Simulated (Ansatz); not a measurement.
# Geometry relaxation of GaAs (part 1 of 3)

System: GaAs (interface cell, 24 atoms in the cell).
Method: DFT PBE, scalar-relativistic, plane waves, PAW, no spin polarisation (Ansatz 0.2.0).

The structure derives from an entry of the Crystallography Open Database. It belongs to a series of runs on one base structure; here: antiphase boundary on (2 1 1), species swapped. Figures and captions count atoms from 1; the log counts them from 0 in places.

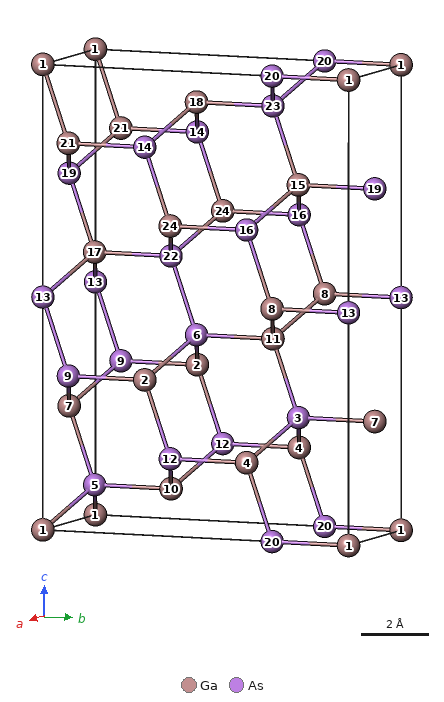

Figure 1. The starting structure (ball-and-stick view of the cell of the calculation, seen slightly off an axis; atoms are numbered from 1 in the order of the input).

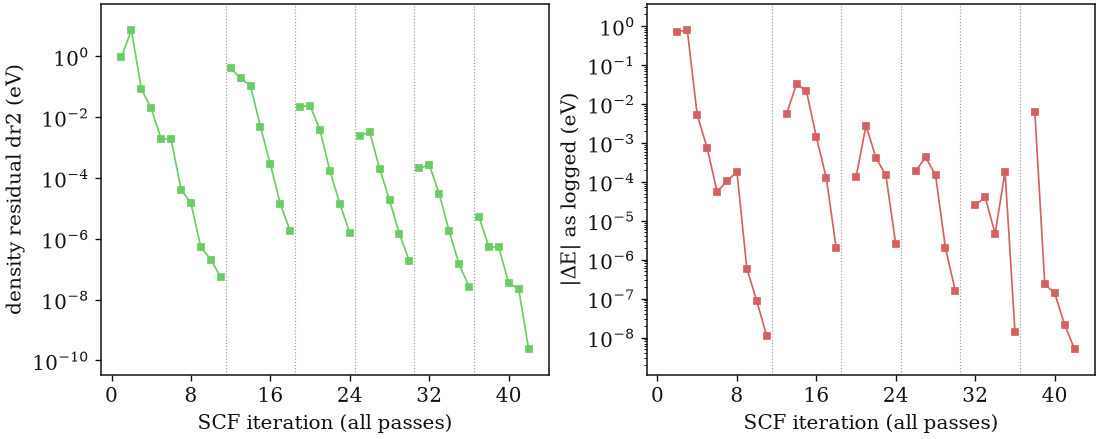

Figure 2. Convergence of the self-consistent field: density residual dr2 and size of the energy change against the SCF iteration. The dotted lines part the SCF passes of the relaxation: geometry steps, rejected trials and re-solves on a re-selected basis. The 6 passes take 6 to 11 iterations each, 42 in all.

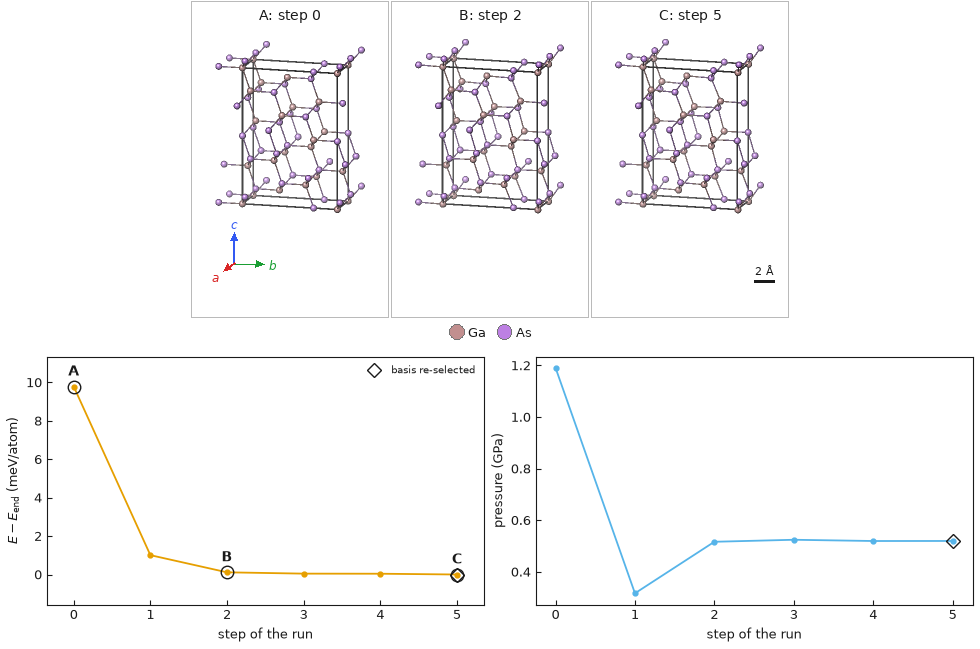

Figure 3. Frames of the relaxation (ball-and-stick view of the cell of the calculation, with bonded neighbours outside it, seen slightly off an axis) above the curves, on which the letters mark them (the first geometry is step 0 here and step 1 in the log).

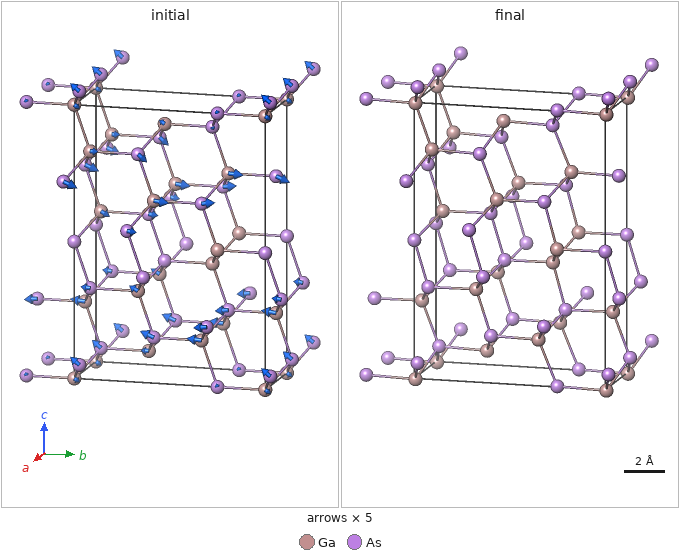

Figure 4. Before (left) and after (right) the relaxation, at one scale (ball-and-stick view of the cell of the calculation, with bonded neighbours outside it, seen slightly off an axis). The blue arrows give the displacements (without the part carried along by the change of the cell), magnified 5 times. The largest moves relative to the cell, 0.16 Å, are those of Ga4, Ga7, As12, Ga15, As19 and Ga24. Largest moves by element: Ga 0.16 Å, As 0.16 Å. Cell: a stays at 4.063 Å, b stays at 9.951 Å, c 14.073 → 14.196 Å (+0.9 %). Volume +0.9 %. Among the contacts that change: Ga18–As23 2.488 → 2.560 Å, Ga15–As23 2.488 → 2.539 Å, As20–As23 2.488 → 2.518 Å, Ga8–Ga11 2.488 → 2.462 Å. Among the angles that change: Ga8–As16–Ga24 109.5° → 104.6°, Ga1–As20–Ga4 109.5° → 114.3°, As5–Ga1–As20 109.5° → 104.7°. Over 4 geometry steps the energy falls by 9.7 meV per atom. Largest force component: 0.49 eV/Å at the start, 0.0047 eV/Å at the end. Pressure: 1.19 GPa at the start and 0.52 GPa at the end. A last SCF at the same geometry on a re-selected plane-wave basis shifts the energy by next to nothing (0.0 meV per atom). (Atoms are counted from 1 in the order of the input.)

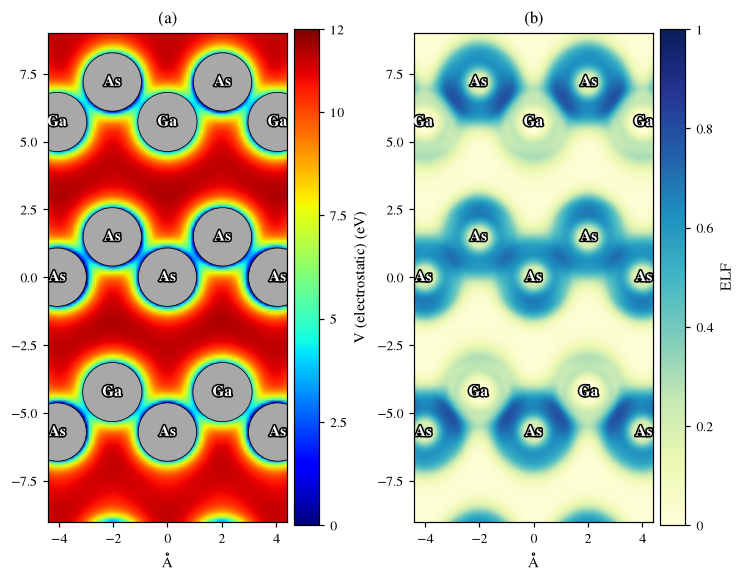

Figure 5. (a) electrostatic potential energy of an electron; (b) ELF on the (011̄) plane of the calculation cell. Grey discs, where drawn, cover atomic cores. The plane passes through Ga and As nuclei. Outside the cores the potential energy rises away from the atoms and is highest about 2.3 Å from the nearest atoms; outside the discs it spans about 11 eV, and its zero is arbitrary. The fields are those of the smooth PAW valence density.

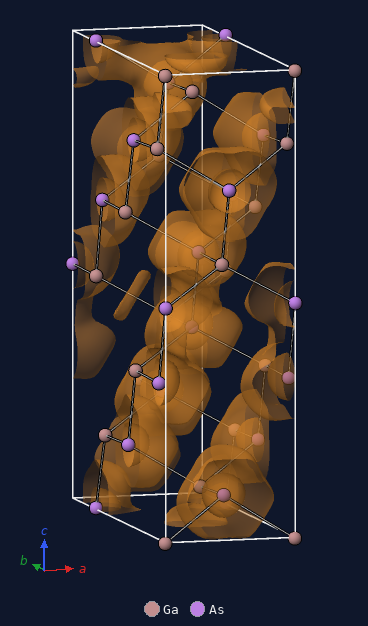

Figure 6. Isosurface of the ELF at 0.55 (orange), seen slightly off an axis. Core shells and regions of very low density are left out. Sticks mark near contacts. The outline is the calculation cell. Profiles from the grid: Ga–Ga (2.46 Å): the ELF peaks at about 0.65 between the atoms.

The input and output of the run follow.

Input file:
```yaml
crystal:
  lattice:
    - [4.0626003926, 0.0, 0.0]
    - [0.0, 9.9512979906, 0.0]
    - [0.0, 0.0, 14.0732605815]
  atoms:
    - { symbol: Ga, position: [0.0, 0.0, 0.0] }
    - { symbol: Ga, position: [1.0, 0.3333333333, 0.3333333333] }
    - { symbol: As, position: [0.5, 0.75, 0.25] }
    - { symbol: Ga, position: [0.0, 0.6666666667, 0.1666666667] }
    - { symbol: As, position: [0.5, 0.0833333333, 0.0833333333] }
    - { symbol: As, position: [0.5, 0.4166666667, 0.4166666667] }
    - { symbol: Ga, position: [0.5, 0.0, 0.25] }
    - { symbol: Ga, position: [0.0, 0.75, 0.5] }
    - { symbol: As, position: [0.0, 0.0833333333, 0.3333333333] }
    - { symbol: Ga, position: [0.5, 0.3333333333, 0.0833333333] }
    - { symbol: Ga, position: [0.5, 0.6666666667, 0.4166666667] }
    - { symbol: As, position: [0.0, 0.4166666667, 0.1666666667] }
    - { symbol: As, position: [1.0, 1.0, 0.5] }
    - { symbol: As, position: [1.0, 0.3333333333, 0.8333333333] }
    - { symbol: Ga, position: [0.5, 0.75, 0.75] }
    - { symbol: As, position: [0.0, 0.6666666667, 0.6666666667] }
    - { symbol: Ga, position: [0.5, 0.0833333333, 0.5833333333] }
    - { symbol: Ga, position: [0.5, 0.4166666667, 0.9166666667] }
    - { symbol: As, position: [0.5, 0.0, 0.75] }
    - { symbol: As, position: [1.0, 0.75, 0.0] }
    - { symbol: Ga, position: [0.0, 0.0833333333, 0.8333333333] }
    - { symbol: As, position: [0.5, 0.3333333333, 0.5833333333] }
    - { symbol: As, position: [0.5, 0.6666666667, 0.9166666667] }
    - { symbol: Ga, position: [0.0, 0.4166666667, 0.6666666667] }
basis:
  ecutwfc: 420
kpoints:
  mp_grid: { grid: [8, 4, 3] }
hamiltonian:
  xc: pbe
scf:
  occupations: { method: gaussian, width: 0.05 }
output:
  forces: true
  stress: true
  eigenvalues: true
  populations: true
  write_density: true
  write_potential: true
  elf: true
  volumetric_format: npy
relax:
  adjacent_minimum: "off"
  f_tol: 0.02
  max_steps: 45
  cell: { fix: [a, b, alpha, beta, gamma], stress_tol: 0.1 }
```

Launched with:
```bash
ansatz run input.yaml --threads 4 --pin off --max-ram 12288MiB --backend cpu --events-out ev --progress --plain --runs-dir out
```

Log:
```
Engine: ansatz 0.2.0, x86_64-unknown-linux-gnu
Pseudopotentials: kind: paw
Pseudopotential: Ga, paw, valence charge 13, recommended cutoff 420 eV (normal), Ga.paw.azcp
Pseudopotential: As, paw, valence charge 15, recommended cutoff 420 eV (normal), As.paw.azcp
Functional definition: PBE
  parameter kappa = 0.804
  parameter beta = 0.06672455060314922
  exchange = pbe_x(kappa = kappa, mu = beta*pi^2/3)
  correlation = pbe_c(beta = beta)
Crystal: 24 atoms, lattice volume = 568.956 Å³
Basis set: ecut = 420 eV, 11131 PW (Γ), exchange–correlation on 60×144×192 points (8 copies of the dense FFT grid, shifted against one another)
Bands: 202, of which v1, the nominal top of the filled ones, is band 168 counted from 1 (167 counted from 0)
Symmetry: 4 space group operations
Space group: P21/m (ITA 11), of the structure as read, at distance tolerance 8.3e-5 Å
k-points: 35 of 96
Non-local potential: Ga, projectors of the file, l = 0: 2, l = 1: 2, l = 2: 3, l = 3: 1
Non-local potential: As, projectors of the file, l = 0: 2, l = 1: 2, l = 2: 3, l = 3: 1
PAW form: soft (Blöchl's): semilocal exchange-correlation on the pseudo side does not see the compensation charge
PAW one-centre angular grid: Ga, 590 points (default); XC on 64 Gauss nodes
PAW one-centre angular grid: As, 590 points (default); XC on 64 Gauss nodes
Initial density: superposition of atomic densities (neutral atoms: chi_scale 0, normalization atom), corrected by the library's trained network
Initial wavefunctions: pseudopotential atomic-orbital guess
Functional: x = pbe(κ = 0.804, μ = 0.2195149727645171), c = pbe(β = 0.06672455060314922)
SCF iter   1: F=—  HF=-103675.666863 eV  |F-HF|=—  |Δ(HF+E_count)|=         —  Δρ=3.55e-3  dr2=9.34e-1  ethr=1.77e-3  ⟨swp⟩=6.0  Hψ=25209  notcnv=0  defer=16
preconditioner: auto → LDOS  [insulator: Δε(μ)=0.126 eV  Ē_g=14.116 eV  σ=0.050 eV  W_gap=0.77  n_scr=158 (ndim 8)  ℏωp=22.9 eV  f_vac=0.094  D(μ)=1.12/eV (n_scr^D=2)  ε∞_Penn≈3.6  β→1.0]
SCF iter   2: F=—  HF=-103676.379278 eV  |F-HF|=—  |Δ(HF+E_count)|=   7.12e-1  Δρ=7.57e-3  dr2=7.43e0  ethr=2.78e-4  ⟨swp⟩=3.0  Hψ=9451  notcnv=0  defer=957  recentre
SCF iter   3: F=—  HF=-103675.580245 eV  |F-HF|=—  |Δ(HF+E_count)|=   7.99e-1  Δρ=1.17e-3  dr2=8.51e-2  ethr=2.78e-4  ⟨swp⟩=3.2  Hψ=10686  notcnv=0  defer=801
SCF iter   4: F=—  HF=-103675.574999 eV  |F-HF|=—  |Δ(HF+E_count)|=   5.25e-3  Δρ=6.40e-4  dr2=1.93e-2  ethr=2.53e-5  ⟨swp⟩=1.6  Hψ=7624  notcnv=0  defer=879
SCF iter   5: F=—  HF=-103675.574257 eV  |F-HF|=—  |Δ(HF+E_count)|=   7.42e-4  Δρ=3.23e-4  dr2=1.92e-3  ethr=5.75e-6  ⟨swp⟩=2.0  Hψ=6940  notcnv=0  defer=879
SCF iter   6: F=—  HF=-103675.574200 eV  |F-HF|=—  |Δ(HF+E_count)|=   5.63e-5  Δρ=2.00e-4  dr2=1.91e-3  ethr=5.71e-7  ⟨swp⟩=2.3  Hψ=8094  notcnv=0  defer=879
SCF iter   7: F=—  HF=-103675.574097 eV  |F-HF|=—  |Δ(HF+E_count)|=   1.03e-4  Δρ=3.93e-5  dr2=4.17e-5  ethr=5.68e-7  ⟨swp⟩=2.0  Hψ=6283  notcnv=0  defer=879
SCF iter   8: F=—  HF=-103675.574280 eV  |F-HF|=—  |Δ(HF+E_count)|=   1.83e-4  Δρ=1.83e-5  dr2=1.49e-5  ethr=1.24e-8  ⟨swp⟩=2.1  Hψ=8038  notcnv=0  defer=961
SCF iter   9: F=—  HF=-103675.574280 eV  |F-HF|=—  |Δ(HF+E_count)|=   5.86e-7  Δρ=5.03e-6  dr2=5.27e-7  ethr=4.43e-9  ⟨swp⟩=2.0  Hψ=6759  notcnv=0  defer=961
SCF iter  10: F=—  HF=-103675.574280 eV  |F-HF|=—  |Δ(HF+E_count)|=   8.71e-8  Δρ=2.49e-6  dr2=2.08e-7  ethr=2.98e-11  ⟨swp⟩=12.9  Hψ=49432  notcnv=0
SCF iter  11: F=-103675.574280 eV  HF=-103675.574280 eV  |F-HF|=3.81e-8  |Δ(HF+E_count)|=   1.10e-8  Δρ=1.32e-6  dr2=5.43e-8  ethr=2.98e-11  ⟨swp⟩=6.5  Hψ=35969  notcnv=0
SCF 1 converged in 11 iterations: F = -103675.574280 eV  dr2 = 5.43e-8
  greatest PAW one-centre occupation: 0.999 electrons in one spin orbital (limit 2), on the As atom at site 22 (counted from 0), in its partial waves of l = 2
relax step   1: F+E_penalty+E_count = -103675.57427964 eV  Δ(F+E_penalty+E_count) = +0.000e0 eV  max|allowed force component| = 4.934e-1 eV/Å  Δτ_max = 0.0000 Å  P = +1.191 GPa  Ω = 568.956 Å³  fix = [a, b, alpha, beta, gamma]  reactions: a +1.510, b +1.467 GPa; alpha -0.196 GPa/rad  (11 SCF iters, dr2 threshold 1.00e-7 eV, accepted)
Crystal: 24 atoms, lattice volume = 575.700 Å³
Basis set: ecut = 420 eV, 11271 PW (Γ), exchange–correlation on 60×144×192 points (8 copies of the dense FFT grid, shifted against one another)
Initial density: handed on by an earlier stage of this run
Initial wavefunctions: those handed on with the density
iter 1 solved again at ethr=1.20e-4 eV; its pass at ethr=3.10e-3 eV (dr2=4.04e-1 eV) is discarded
SCF iter   1: F=—  HF=-103675.845809 eV  |F-HF|=—  |Δ(HF+E_count)|=         —  Δρ=1.30e-2  dr2=4.03e-1  ethr=1.20e-4  ⟨swp⟩=2.9  Hψ=30681  notcnv=0
preconditioner: auto → LDOS  [metal: Δε(μ)=0.012 eV  Ē_g=14.101 eV  σ=0.050 eV  W_gap=0.13  n_scr=158 (ndim 8)  ℏωp=22.7 eV  f_vac=0.093  D(μ)=2.19/eV (n_scr^D=8)  β→1.0]
SCF iter   2: F=—  HF=-103675.840276 eV  |F-HF|=—  |Δ(HF+E_count)|=   5.53e-3  Δρ=3.68e-3  dr2=1.91e-1  ethr=1.20e-4  ⟨swp⟩=3.9  Hψ=13886  notcnv=0  defer=1
SCF iter   3: F=—  HF=-103675.807530 eV  |F-HF|=—  |Δ(HF+E_count)|=   3.27e-2  Δρ=1.67e-3  dr2=1.06e-1  ethr=5.67e-5  ⟨swp⟩=3.7  Hψ=14122  notcnv=0  defer=29
SCF iter   4: F=—  HF=-103675.786171 eV  |F-HF|=—  |Δ(HF+E_count)|=   2.14e-2  Δρ=5.26e-4  dr2=4.84e-3  ethr=3.16e-5  ⟨swp⟩=2.1  Hψ=8753  notcnv=0  defer=455
SCF iter   5: F=—  HF=-103675.784767 eV  |F-HF|=—  |Δ(HF+E_count)|=   1.40e-3  Δρ=1.11e-4  dr2=2.78e-4  ethr=1.44e-6  ⟨swp⟩=2.0  Hψ=10437  notcnv=0  defer=455
SCF iter   6: F=—  HF=-103675.784894 eV  |F-HF|=—  |Δ(HF+E_count)|=   1.27e-4  Δρ=3.77e-5  dr2=1.39e-5  ethr=8.28e-8  ⟨swp⟩=2.5  Hψ=10498  notcnv=0  defer=455
SCF iter   7: F=-103675.784894 eV  HF=-103675.784895 eV  |F-HF|=1.31e-6  |Δ(HF+E_count)|=   1.96e-6  Δρ=1.18e-5  dr2=1.80e-6  ethr=7.14e-10  ⟨swp⟩=13.7  Hψ=67127  notcnv=0
SCF 2 converged in 7 iterations: F = -103675.784894 eV  dr2 = 1.80e-6
relax step   2: F+E_penalty+E_count = -103675.78489417 eV  Δ(F+E_penalty+E_count) = -2.106e-1 eV  max|allowed force component| = 1.801e-1 eV/Å  Δτ_max = 0.1960 Å  P = +0.317 GPa  Ω = 575.700 Å³  energy of the carried Pulay correction = -1.319e-3 eV  fix = [a, b, alpha, beta, gamma]  reactions: a +0.790, b +0.384 GPa; alpha +0.016 GPa/rad  (7 SCF iters, dr2 threshold 2.40e-6 eV, accepted)
Crystal: 24 atoms, lattice volume = 574.032 Å³
Basis set: ecut = 420 eV, 11215 PW (Γ), exchange–correlation on 60×144×192 points (8 copies of the dense FFT grid, shifted against one another)
iter 1 solved again at ethr=6.59e-6 eV; its pass at ethr=3.10e-3 eV (dr2=2.21e-2 eV) is discarded
SCF iter   1: F=—  HF=-103675.809230 eV  |F-HF|=—  |Δ(HF+E_count)|=         —  Δρ=2.13e-3  dr2=2.23e-2  ethr=6.59e-6  ⟨swp⟩=2.0  Hψ=24082  notcnv=0
preconditioner: auto → LDOS  [metal: Δε(μ)=0.028 eV  Ē_g=14.090 eV  σ=0.050 eV  W_gap=0.31  n_scr=158 (ndim 8)  ℏωp=22.8 eV  f_vac=0.089  D(μ)=1.90/eV (n_scr^D=8)  β→1.0]
SCF iter   2: F=—  HF=-103675.809366 eV  |F-HF|=—  |Δ(HF+E_count)|=   1.35e-4  Δρ=7.29e-4  dr2=2.40e-2  ethr=6.59e-6  ⟨swp⟩=2.5  Hψ=12052  notcnv=0
SCF iter   3: F=—  HF=-103675.806614 eV  |F-HF|=—  |Δ(HF+E_count)|=   2.75e-3  Δρ=2.53e-4  dr2=3.70e-3  ethr=6.59e-6  ⟨swp⟩=2.1  Hψ=8117  notcnv=0
SCF iter   4: F=—  HF=-103675.806197 eV  |F-HF|=—  |Δ(HF+E_count)|=   4.17e-4  Δρ=7.81e-5  dr2=1.66e-4  ethr=1.10e-6  ⟨swp⟩=2.0  Hψ=7816  notcnv=0
SCF iter   5: F=—  HF=-103675.806344 eV  |F-HF|=—  |Δ(HF+E_count)|=   1.46e-4  Δρ=2.45e-5  dr2=1.43e-5  ethr=4.95e-8  ⟨swp⟩=2.0  Hψ=8773  notcnv=0
SCF iter   6: F=-103675.806340 eV  HF=-103675.806341 eV  |F-HF|=1.09e-6  |Δ(HF+E_count)|=   2.47e-6  Δρ=1.01e-5  dr2=1.52e-6  ethr=6.03e-10  ⟨swp⟩=9.1  Hψ=54062  notcnv=0
SCF 3 converged in 6 iterations: F = -103675.806340 eV  dr2 = 1.52e-6
relax step   3: F+E_penalty+E_count = -103675.80634001 eV  Δ(F+E_penalty+E_count) = -2.145e-2 eV  max|allowed force component| = 7.391e-2 eV/Å  Δτ_max = 0.0349 Å  P = +0.516 GPa  Ω = 574.032 Å³  energy of the carried Pulay correction = -9.939e-4 eV  fix = [a, b, alpha, beta, gamma]  reactions: a +0.879, b +0.655 GPa; alpha -0.003 GPa/rad  (6 SCF iters, dr2 threshold 2.03e-6 eV, accepted)
Crystal: 24 atoms, lattice volume = 573.894 Å³
Basis set: ecut = 420 eV, 11207 PW (Γ), exchange–correlation on 60×144×192 points (8 copies of the dense FFT grid, shifted against one another)
iter 1 solved again at ethr=7.12e-7 eV; its pass at ethr=3.10e-3 eV (dr2=2.39e-3 eV) is discarded
```
